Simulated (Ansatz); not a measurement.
SnO$_{2}$: several calculations on one system

**1. Relaxation**

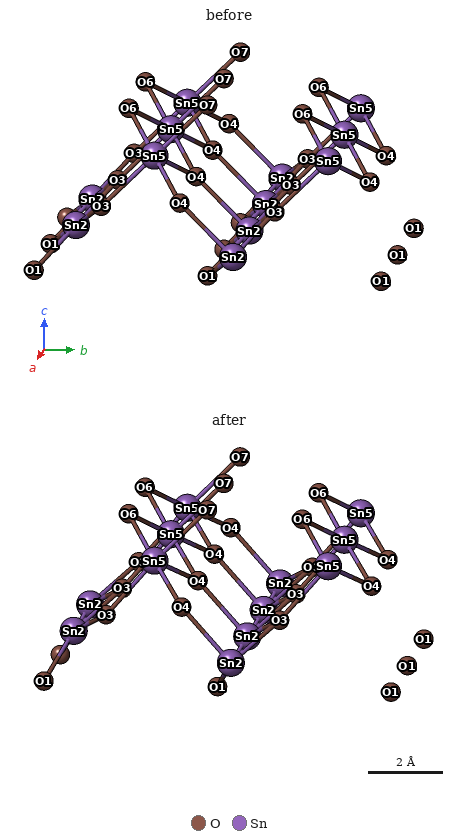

The structure of a slab of composition SnO2 (cut from the P4_2/mnm phase) before (top) and after (bottom) a relaxation, at one scale.

The picture is a ball-and-stick view of the atoms within 5.8 Å of the atom that moves most (axes of the 2 × 2 repeat of the cell, outlined in the plane, without the vacuum (origin shifted)), seen from a free direction.

Case: (1 0 0) slab, atoms relaxed. The slab is the (1 0 0) face of SnO2.

Method: Ansatz, DFT PBEsol, scalar-relativistic, plane waves, PAW. Set-up: plane-wave cutoff 420 eV; k-point mesh 8 × 6 × 1; occupations gaussian; smearing width 0.05 eV; no spin polarisation; dipole correction; atoms relaxed in a fixed cell; force threshold 0.02 eV/Å; at most 60 steps.

What changed between the two?

Answer. The largest moves, 0.31 Å, are those of O1 and O21. O1 goes at 61° to the normal (−c side). By element the largest moves are O 0.31 Å, Sn 0.07 Å. The cell doesn't change. Near-neighbour distances that change, for instance: Sn2–O3 2.070 → 2.134 Å, O1–Sn2 2.070 → 2.009 Å, Sn2–O4 2.066 → 2.031 Å, O3–Sn5 2.066 → 2.045 Å. Among the angles between lasting bonds that change: O1–Sn2–O3 180.0° → 164.9°, O1–Sn2–O4 90.0° → 101.2°, Sn2–O1–Sn2 101.7° → 106.2°. Over 4 geometry steps the energy falls by 0.555 eV per cell of the calculation. Largest force component: 2.3 eV/Å at the start, 0.015 eV/Å at the end.

**2. Relaxation**

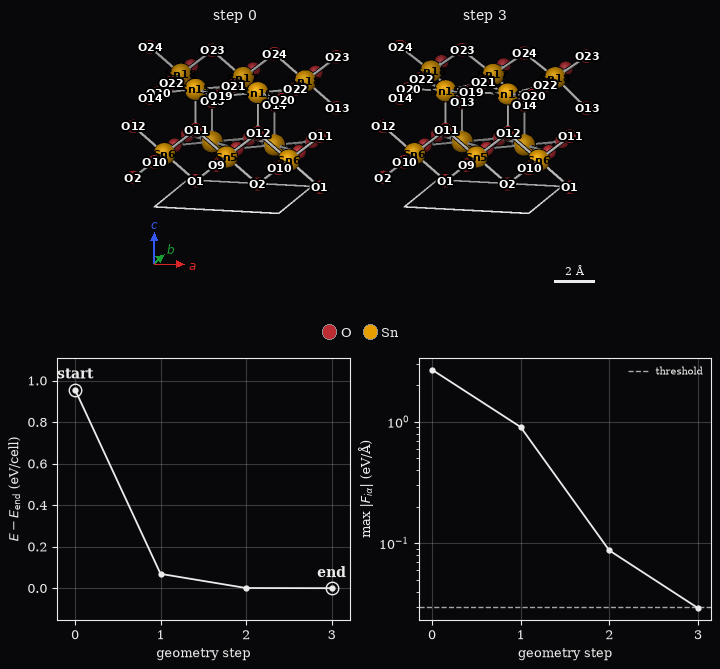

First and last geometry of a constrained relaxation of a slab of composition SnO$_{2}$ (cut from the P4_2/mnm phase), with the history of the run. The picture is a ball-and-stick view of the cell of the calculation, outlined in the plane, without the vacuum (origin shifted), seen slightly off an axis.

Case: clean slab, lower planes held. The slab is the (1 1 0) face of SnO2. 12 atoms are held fixed.

Method: DFT PBE+D3(BJ), scalar-relativistic, plane waves, PAW (Ansatz 0.2.0). (plane-wave cutoff 420 eV; k-point mesh 3 × 2 × 1; occupations gaussian; smearing width 0.05 eV; no spin polarisation; dipole correction; atoms relaxed in a fixed cell; force threshold 0.03 eV/Å; at most 70 steps)

Read the history and describe the run.

It converged. The largest moves, 0.21 Å, are those of O atoms. By element the largest moves are O 0.21 Å, Sn 0.16 Å. The cell doesn't change. Near-neighbour distances that change, for instance: O–Sn 2.082 → 2.195 Å, O–Sn 2.082 → 2.002 Å, O–Sn 2.076 → 2.130 Å, O–Sn 2.082 → 2.066 Å. Among the angles between lasting bonds that change: O–Sn–O 180.0° → 165.1°, O–Sn–O 90.0° → 97.5°, O–Sn–O 101.7° → 94.7°. Over 3 geometry steps the energy falls by 0.957 eV per cell of the calculation. The largest force component goes from 2.7 to 0.029 eV/Å.

**3. A change**

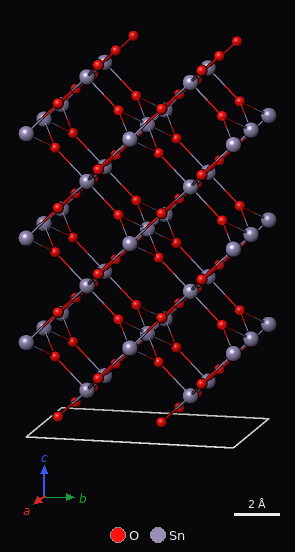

Reference structure: a (1 0 0) slab of SnO2 as cut from the relaxed bulk. A ball-and-stick model of the 2 × 2 repeat of the cell, outlined in the plane, without the vacuum, seen slightly off an axis.

The calculation used DFT PBEsol, scalar-relativistic, plane waves, PAW in Ansatz. Settings: plane-wave cutoff 420 eV; occupations gaussian; no spin polarisation. The k-mesh is chosen for each cell (6×6×8, 8×6×1). Smearing widths differ between the runs.

Now this is done to it. The atoms of the slab are relaxed at the bulk's in-plane cell.

What does the calculation give for the changed structure?

The surface energy (mean of the two faces) falls from 1.57 to 1.28 J/m². The top spacing, between the O and Sn planes, goes from 0.92 to 1.05 Å (+13.8 %), the bottom one (O to Sn) from 0.92 to 1.05 Å (+13.8 %). The cell doesn't change. The largest moves relative to the layer's centre, 0.31 Å, are those of O atoms. By element the largest moves are O 0.31 Å, Sn 0.07 Å. Near-neighbour distances before and after: O–Sn 2.069 → 2.009 to 2.134 Å.

Drawn alike, the variant:

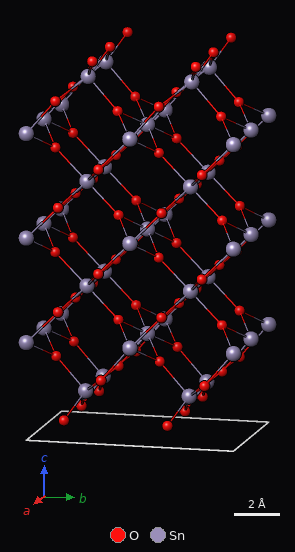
